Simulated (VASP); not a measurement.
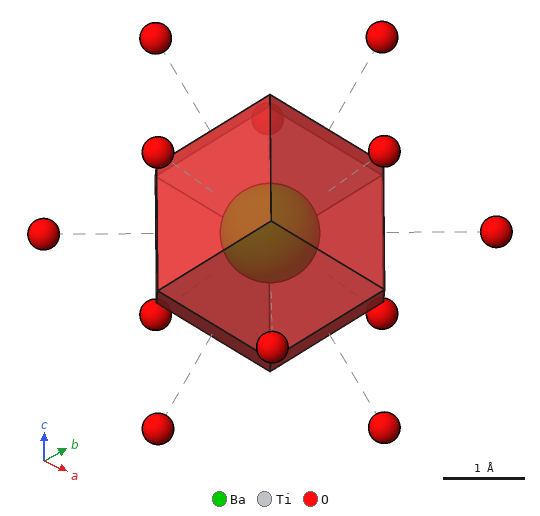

Voronoi cell (the region closer to this atom than to any other), computed from the atomic positions without radii. Central atom: Ba (1a) in BaTiO3; faces take the colour of the neighbour behind them. Origin: coordinates from a relaxation with VASP, VASP Kohn-Sham DFT of a periodic cell, SCAN, VASP PAW PBE potentials, recommended.

BaTiO3, space group Pm-3m (No. 221), a = 4.001 Å, b = 4.001 Å, c = 4.001 Å, α = 90.00°, β = 90.00°, γ = 90.00°

| site | Wyckoff | x | y | z |
| --- | --- | --- | --- | --- |
| Ba | 1a | 0.0000 | 0.0000 | 0.0000 |
| Ti | 1b | 0.5000 | 0.5000 | 0.5000 |
| O | 3c | 0.5000 | 0.5000 | 0.0000 |

**How many faces does the cell have, and of which kinds?**

12 faces, index ⟨0,12,0,0⟩: a rhombic dodecahedron, as in the face-centred cubic structure.

**What is the volume of this Voronoi cell?**

16.0 Å³, against a mean of 12.8 Å³ per atom in this structure.
